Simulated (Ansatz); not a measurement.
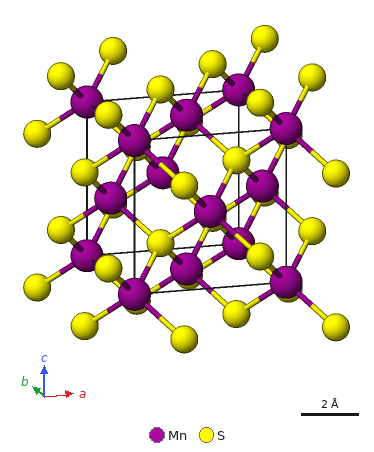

Starting structure of a crystal of MnS (set up in F-43m). The picture is a ball-and-stick view of the conventional cell (4 times the calculation's cell), seen slightly off an axis. Lengths and directions refer to the drawn axes.

Computed with DFT PBE, scalar-relativistic, plane waves, PAW in Ansatz.

The input:
```yaml
crystal:
  lattice:
    - [0.0, -2.8, -2.8]
    - [2.8, 0.0, -2.8]
    - [2.8, -2.8, 0.0]
  atoms:
    - { symbol: Mn, position: [0.0, 0.0, 0.0], spin: 4.57 }
    - { symbol: S, position: [0.75, 0.75, 0.75], spin: 0.13 }
basis:
  ecutwfc: 420
kpoints:
  mp_grid: { grid: [14, 14, 14] }
hamiltonian:
  xc: pbe
scf:
  occupations: { method: gaussian, width: 0.1 }
output:
  forces: true
  stress: true
  eigenvalues: true
  populations: true
  write_density: true
  write_potential: true
  elf: true
  volumetric_format: npy
magnetization:
  spin_polarized: true
relax:
  adjacent_minimum: "off"
  f_tol: 0.005
  max_steps: 80
  cell: { stress_tol: 0.05 }
```

Run as
```bash
ansatz run input.yaml --threads 2 --pin off --max-ram 5120MiB --backend cpu --events-out ev --progress --plain --runs-dir out
```

What does the optimiser find from here?

The energy falls by 1.7 meV per atom in 2 accepted moves (3 points after the start). All forces vanish by symmetry, so only the cell relaxes. The pressure goes from 1.07 to −0.04 GPa. The SCF was repeated once at an unchanged geometry on a basis and grid sized afresh for the cell, which shifted the energy by 0.1 meV per atom at most. The atoms keep their places relative to the cell (all moves are under 0.005 Å). The drawn cell changes as follows: a = b = c 5.600 → 5.644 Å (+0.8 %); the volume changes by +2.4 %. Near-neighbour distances that change, for instance: Mn1–S2 2.425 → 2.444 Å. The space group stays F-43m (No. 216). The run took 45 s on 2 threads of AMD EPYC 7R43 64-Core Processor (Zen 3), on a shared host, peak memory 0.53 GiB.

Step by step:

```json
{"step": "0", "E − E(0), meV/atom": "0.00", "pressure, GPa": "1.07", "volume, Å³/atom": "21.952", "note": ""}
{"step": "1", "E − E(0), meV/atom": "-1.23", "pressure, GPa": "0.55", "volume, Å³/atom": "22.205", "note": ""}
{"step": "2", "E − E(0), meV/atom": "-1.62", "pressure, GPa": "-0.04", "volume, Å³/atom": "22.479", "note": ""}
{"step": "3", "E − E(0), meV/atom": "-1.72", "pressure, GPa": "-0.04", "volume, Å³/atom": "22.479", "note": "same geometry, new basis"}
```
